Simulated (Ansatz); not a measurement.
## InP: geometry relaxation

InP (F-43m, 2 atoms in the cell), computed with DFT PBEsol, scalar-relativistic, plane waves, PAW, no spin polarisation (Ansatz 0.2.0).

The structure derives from an entry of the Crystallography Open Database. Figures and captions count atoms from 1; the log counts them from 0 in places.

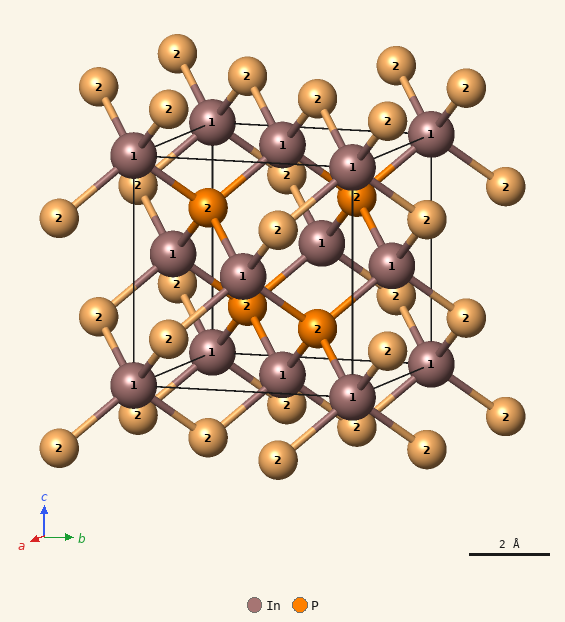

The input geometry (ball-and-stick view of the cell 4 times as large as that of the calculation, set on its symmetry axes, seen slightly off an axis; neighbours outside the cell are drawn fainter; atoms are numbered from 1 in the order of the input). An atom can appear more than once, as a periodic image. Near neighbours in the periodic cell (some may lie outside the picture): In has 4 P at 2.55 Å; P has 4 In at 2.55 Å.

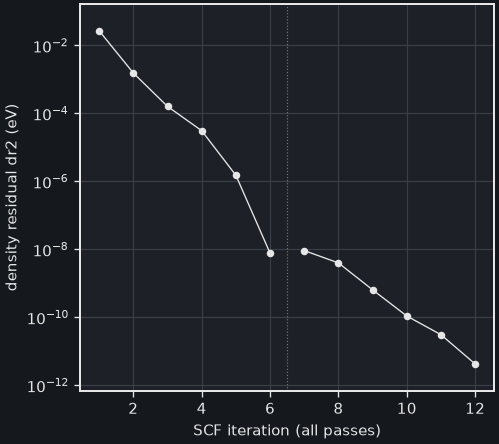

Convergence of the self-consistent field: density residual dr2 against the SCF iteration. The dotted lines part the SCF passes of the relaxation: geometry steps, rejected trials and re-solves on a re-selected basis. The passes take 6 and 6 iterations.

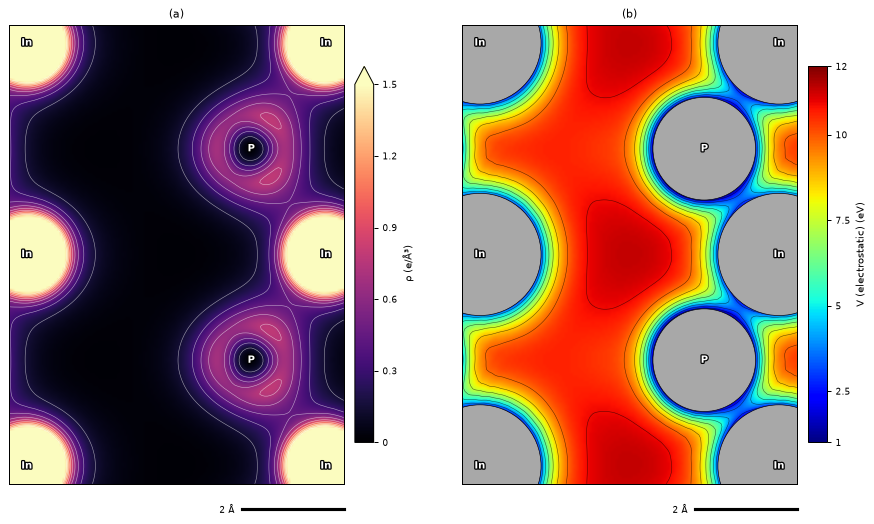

(a) valence electron density; (b) electrostatic potential (local pseudopotential plus Hartree) felt by an electron on the (110) plane of the conventional cell. Grey discs, where drawn, cover atomic cores. Atoms in the plane: In and P. In–P (2.55 Å): ρ is about 0.45 e/Å³ halfway. Away from the nuclei the density in this plane falls to 0.01 e/Å³ at its lowest. Outside the cores the potential energy rises away from the atoms and is highest about 2.5 Å from the nearest atoms; outside the discs it spans about 10 eV, and its zero is arbitrary. In a PAW calculation such maps are meaningful between the atoms, not at the nuclei.

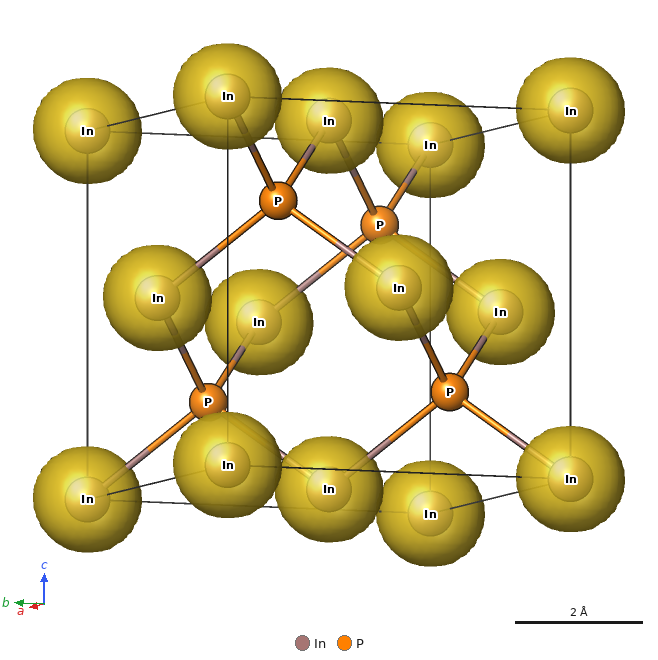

Isosurface of the valence electron density at 1 e/Å³ (yellow), seen at an oblique angle. Sticks mark near contacts. The outline is the cell set on symmetry axes. At this value the density breaks into separate islands; it holds about 45 % of the electrons treated as valence (semicore included). It is pinched off along the In–P (2.55 Å) contacts. On the grid the lowest density along these lines, outside the cores, is 0.45 e/Å³ (In–P, 2.55 Å).

The input that produced these results follows, with the program's output.

**The input**
```yaml
crystal:
  lattice:
    - [0.0, -2.9390910346, -2.9390910346]
    - [2.9390910346, 0.0, -2.9390910346]
    - [2.9390910346, -2.9390910346, 0.0]
  atoms:
    - { symbol: In, position: [0.0, 0.0, 0.0] }
    - { symbol: P, position: [0.75, 0.75, 0.75] }
basis:
  ecutwfc: 420
kpoints:
  mp_grid: { grid: [10, 10, 10] }
hamiltonian:
  xc: pbesol
scf:
  occupations: { method: gaussian, width: 0.02 }
output:
  forces: true
  stress: true
  eigenvalues: true
  write_density: true
  write_potential: true
  elf: true
  volumetric_format: npy
relax:
  adjacent_minimum: "off"
  f_tol: 0.005
  max_steps: 80
  cell: { stress_tol: 0.05 }
```

Launch command:
```bash
ansatz run input.yaml --threads 2 --pin off --max-ram 5120MiB --backend cpu --events-out ev --progress --plain --runs-dir out
```

**What the program printed**
```
Engine: ansatz 0.2.0, x86_64-unknown-linux-gnu
Pseudopotentials: kind: paw
Pseudopotential: In, paw, valence charge 13, recommended cutoff 420 eV (normal), In.paw.azcp
Pseudopotential: P, paw, valence charge 5, recommended cutoff 420 eV (normal), P.paw.azcp
Functional definition: PBEsol
  exchange = pbesol_x
  correlation = pbesol_c
Crystal: 2 atoms, lattice volume = 50.777 Å³
Basis set: ecut = 420 eV, 965 PW (Γ), exchange–correlation on 60×60×60 points (8 copies of the dense FFT grid, shifted against one another)
Bands: 13, of which v1, the nominal top of the filled ones, is band 9 counted from 1 (8 counted from 0)
Symmetry: 24 space group operations
Space group: F-43m (ITA 216), of the structure as read, at distance tolerance 3.7e-5 Å
k-points: 47 of 1000 (time reversal used)
Non-local potential: In, projectors of the file, l = 0: 2, l = 1: 2, l = 2: 2, l = 3: 2
Non-local potential: P, projectors of the file, l = 0: 2, l = 1: 2, l = 2: 2
PAW form: soft (Blöchl's): semilocal exchange-correlation on the pseudo side does not see the compensation charge
PAW frozen core: In, regenerated for the run's functional, and the local potential with it (the file was generated under x = pbe(κ = 0.804, μ = 0.2195149727645171), c = pbe(β = 0.06672455060314922))
PAW frozen core: P, regenerated for the run's functional, and the local potential with it (the file was generated under x = pbe(κ = 0.804, μ = 0.2195149727645171), c = pbe(β = 0.06672455060314922))
PAW one-centre angular grid: In, 590 points (default); XC on 64 Gauss nodes
PAW one-centre angular grid: P, 110 points (default); XC on 64 Gauss nodes
Initial density: superposition of atomic densities (neutral atoms: chi_scale 0, normalization atom), corrected by the library's trained network
Initial wavefunctions: pseudopotential atomic-orbital guess
Functional: x = pbesol(κ = 0.804, μ = 0.12345679012345678), c = pbesol(β = 0.046)
SCF iter   1: F=—  HF=-6265.876873 eV  |F-HF|=—  |Δ(HF+E_count)|=         —  Δρ=5.44e-3  dr2=2.69e-2  ethr=1.77e-3  ⟨swp⟩=6.7  Hψ=4247  notcnv=0
preconditioner: auto → none  [insulator: Δε(μ)=0.525 eV  Ē_g=14.593 eV  σ=0.020 eV  W_gap=1.00  n_scr=14 (ndim 8)  ℏωp=22.1 eV  f_vac=0.021  D(μ)=0.00/eV (n_scr^D=0)  ε∞_Penn≈3.3]
SCF iter   2: F=—  HF=-6265.867335 eV  |F-HF|=—  |Δ(HF+E_count)|=   9.54e-3  Δρ=1.81e-3  dr2=1.54e-3  ethr=1.49e-4  ⟨swp⟩=3.0  Hψ=1402  notcnv=0
SCF iter   3: F=—  HF=-6265.866960 eV  |F-HF|=—  |Δ(HF+E_count)|=   3.76e-4  Δρ=5.14e-4  dr2=1.60e-4  ethr=8.54e-6  ⟨swp⟩=2.0  Hψ=1223  notcnv=0
SCF iter   4: F=—  HF=-6265.866978 eV  |F-HF|=—  |Δ(HF+E_count)|=   1.81e-5  Δρ=2.45e-4  dr2=3.08e-5  ethr=8.91e-7  ⟨swp⟩=2.0  Hψ=714  notcnv=0
SCF iter   5: F=—  HF=-6265.866989 eV  |F-HF|=—  |Δ(HF+E_count)|=   1.13e-5  Δρ=4.54e-5  dr2=1.50e-6  ethr=1.71e-7  ⟨swp⟩=2.1  Hψ=735  notcnv=0
SCF iter   6: F=-6265.866989 eV  HF=-6265.866989 eV  |F-HF|=3.49e-9  |Δ(HF+E_count)|=   2.87e-7  Δρ=4.34e-6  dr2=7.65e-9  ethr=5.56e-10  ⟨swp⟩=10.0  Hψ=4989  notcnv=0
SCF 1 converged in 6 iterations: F = -6265.866989 eV  dr2 = 7.65e-9
  greatest PAW one-centre occupation: 0.981 electrons in one spin orbital (limit 2), on the In atom at site 0 (counted from 0), in its partial waves of l = 2
relax step   1: F+E_penalty+E_count = -6265.86698929 eV  Δ(F+E_penalty+E_count) = +0.000e0 eV  max|allowed force component| = 2.498e-16 eV/Å  Δτ_max = 0.0000 Å  P = +0.007 GPa  Ω = 50.777 Å³  (6 SCF iters, dr2 threshold 1.00e-7 eV, accepted)
Initial density: handed on by an earlier stage of this run
Initial wavefunctions: pseudopotential atomic-orbital guess (no wavefunctions were taken with the density)
iter 1 solved again at ethr=1.23e-6 eV; its pass at ethr=3.10e-3 eV (dr2=2.21e-4 eV) is discarded
SCF iter   1: F=—  HF=-6265.866988 eV  |F-HF|=—  |Δ(HF+E_count)|=         —  Δρ=5.11e-6  dr2=9.12e-9  ethr=1.23e-6  ⟨swp⟩=3.2  Hψ=5762  notcnv=0
eigensolver tolerance schedule: the retry pair's looser diagonalisation over-reported the residual by 24232.13 of it (diagonalisation noise at an unbounded share of the residual, at the tolerance the schedule requests for it); recorded, not acted on — ethr = c·dr2/N_el stays at c = 1.0e-1
preconditioner: auto → none  [insulator: Δε(μ)=0.570 eV  Ē_g=14.605 eV  σ=0.020 eV  W_gap=1.00  n_scr=14 (ndim 8)  ℏωp=22.1 eV  f_vac=0.010  D(μ)=0.00/eV (n_scr^D=0)  ε∞_Penn≈3.3]
SCF iter   2: F=—  HF=-6265.866989 eV  |F-HF|=—  |Δ(HF+E_count)|=   9.40e-7  Δρ=3.28e-6  dr2=3.95e-9  ethr=5.06e-11  ⟨swp⟩=3.7  Hψ=1470  notcnv=0
SCF iter   3: F=—  HF=-6265.866989 eV  |F-HF|=—  |Δ(HF+E_count)|=  1.59e-10  Δρ=1.18e-6  dr2=6.37e-10  ethr=2.19e-11  ⟨swp⟩=2.2  Hψ=975  notcnv=0
SCF iter   4: F=—  HF=-6265.866989 eV  |F-HF|=—  |Δ(HF+E_count)|=  3.97e-10  Δρ=5.69e-7  dr2=1.08e-10  ethr=3.54e-12  ⟨swp⟩=2.7  Hψ=1024  notcnv=0
SCF iter   5: F=—  HF=-6265.866989 eV  |F-HF|=—  |Δ(HF+E_count)|=  6.37e-12  Δρ=3.36e-7  dr2=3.04e-11  ethr=1.00e-12  ⟨swp⟩=1.8  Hψ=735  notcnv=0
SCF iter   6: F=-6265.866989 eV  HF=-6265.866989 eV  |F-HF|=5.46e-12  |Δ(HF+E_count)|=  8.19e-12  Δρ=1.40e-7  dr2=4.18e-12  ethr=1.00e-12  ⟨swp⟩=7.0  Hψ=3357  notcnv=0
SCF 2 converged in 6 iterations: F = -6265.866989 eV  dr2 = 4.18e-12
relax step   2: F+E_penalty+E_count = -6265.86698930 eV  Δ(F+E_penalty+E_count) = -8.431e-10 eV  max|allowed force component| = 2.220e-16 eV/Å  Δτ_max = 0.0000 Å  P = +0.007 GPa  Ω = 50.777 Å³  stress off target by 6.78e-3 GPa  SCF on the basis re-selected at this cell (its energy is not comparable with the rows above)  (6 SCF iters)
basis re-selected at this cell: Δ(F+E_penalty+E_count) = -8.431e-10 eV, ΔP = +0.000 GPa vs the last step (what re-selecting the basis moved, of the pressure what is left beyond the Pulay correction that the steps carried, after the strain that the cell walked since its last selection, with what the two solves' SCF thresholds leave and, on support functions, any second-order correction that the steps lacked; it is no measure of the basis error at this ecutwfc). This SCF's stress stands 6.78e-3 GPa from its target on what of the cell is left free (relax.cell.stress_tol is 5.00e-2 GPa) and its largest allowed force component is 2.22e-16 eV/Å (relax.f_tol is 5.00e-3 eV/Å): within both
SCF converged after 6 iterations
Free energy (F): -6265.866989 eV
Harris-Foulkes:  -6265.866989 eV  (|F-HF|=5.46e-12)
Internal energy: -6265.866989 eV  (E = F + TS)
E sigma→0 (E₀):  -6265.866989 eV
Fermi energy:    7.066759 eV
--- Per-component energies (eV) ---
  E_band       = -55.527689
  E_kinetic    = 313.355377
  E_local      = -1404.321631  (includes V_loc(G=0)·N_el)
  E_nonlocal   = 402.764252
  E_hartree    = 552.259071
  E_xc         = -274.038625
  E_vxc        = -160.070401  (∫ρ·V_xc dr)
  E_paw        = -4639.027335  (= ΣΔE_a)
  E_vpaw       = -311.773530  (= ΣTr[D̂ρ^β])
  E_aug_tail   = 0.000029  (compensation charges beyond the density's cutoff)
  E_ewald      = -1217.140126
  E_core_change = 0.281999  (= ΣΔE_core)
  E_smearing   = -0.000000  (= −TS)
  E_closure    = 0.000000  (closes the sum)
  Σ components = -6265.866989   (vs F -6265.866989, Δ=0.00e0)
--- Forces (eV/Å), atoms counted from 1 ---
  atom   1  In    -0.00000000    -0.00000000    -0.00000000
  atom   2  P      0.00000000    -0.00000000     0.00000000
  max |Σ_I F_I| component: 7.40e-17 eV/Å
--- Stress (GPa, compression-positive) ---
        0.006775       0.000000       0.000000
       -0.000000       0.006775       0.000000
        0.000000       0.000000       0.006775
  P = ⅓ Tr σ = 0.0068 GPa (0.068 kbar)
--- Band table (eV; the first three rows and the last of 47) ---
  k-point 0: bands = ["-7.3589", "-7.3589", "-7.3589", "-7.2079", "-7.2079", "-4.7035", "6.7815", "6.7815", "6.7815", "7.3512", "10.7941", "10.7941", "10.7941"]
  k-point 1: bands = ["-7.3712", "-7.3541", "-7.3541", "-7.2079", "-7.2079", "-4.5892", "5.5863", "6.6569", "6.6569", "8.1740", "10.8491", "10.9812", "10.9812"]
  k-point 2: bands = ["-7.4020", "-7.3424", "-7.3424", "-7.2069", "-7.2069", "-4.2608", "4.0572", "6.3747", "6.3747", "8.5037", "11.3549", "11.3549", "11.4556"]
  k-point 46: bands = ["-7.5119", "-7.2953", "-7.2640", "-7.2319", "-7.1903", "-2.2597", "1.1429", "3.8743", "3.9063", "10.4696", "10.7354", "12.8142", "13.2443"]
--- Relaxed structure (1 steps of the walk, 1 accepted, 1 SCFs on fresh bases) ---
  F+E_penalty+E_count = -6265.86698930 eV   max|allowed force component| = 2.220e-16 eV/Å   (the final SCF, on the basis selected at the relaxed cell)
  cell:  # Å, volume = 50.7772 Å³
    - [0.0, -2.9390910346, -2.9390910346]
    - [2.9390910346, 0.0, -2.9390910346]
    - [2.9390910346, -2.9390910346, 0.0]
  atoms:
    - { symbol: In, position: [-0.0, 0.0, 0.0] }
    - { symbol: P, position: [0.75, 0.75, 0.75] }
```

**Trajectory as extended XYZ (Å, eV, eV/Å), 2 frames, from step=1 to step=2**
```
2
Lattice="0.0000 -2.9391 -2.9391 2.9391 0.0000 -2.9391 2.9391 -2.9391 0.0000" Properties=species:S:1:pos:R:3:forces:R:3 step=1 energy=-6265.86699 pressure_GPa=0.01
In    0.0000    0.0000    0.0000    0.0000   0.0000   0.0000
P     4.4086   -4.4086   -4.4086    0.0000   0.0000   0.0000
2
Lattice="0.0000 -2.9391 -2.9391 2.9391 0.0000 -2.9391 2.9391 -2.9391 0.0000" Properties=species:S:1:pos:R:3:forces:R:3 step=2 energy=-6265.86699 pressure_GPa=0.01
In    0.0000    0.0000    0.0000    0.0000   0.0000   0.0000
P     4.4086   -4.4086   -4.4086    0.0000   0.0000   0.0000
```

**Summary**

- outcome: converged
- space group (tolerance 0.01 Å): F-43m (216)
- electrons treated: 18
- free energy: −6265.8670 eV
- Fermi energy: 7.067 eV
- gap on the k-point mesh: 0.57 eV
- pressure: 0.01 GPa
- final volume: 50.78 Å³
- largest force (length of the vector) at the end: under 0.001 eV/Å
- final cell: a = 4.157 Å, b = 4.157 Å, c = 4.157 Å, α = 60.00°, β = 60.00°, γ = 60.00°
- hardware: 2 threads of Intel Xeon (Granite Rapids), 32 GiB of memory available, shared host
- wall time: 3 s (CPU time 5.5 s)
- peak memory: 0.42 GiB
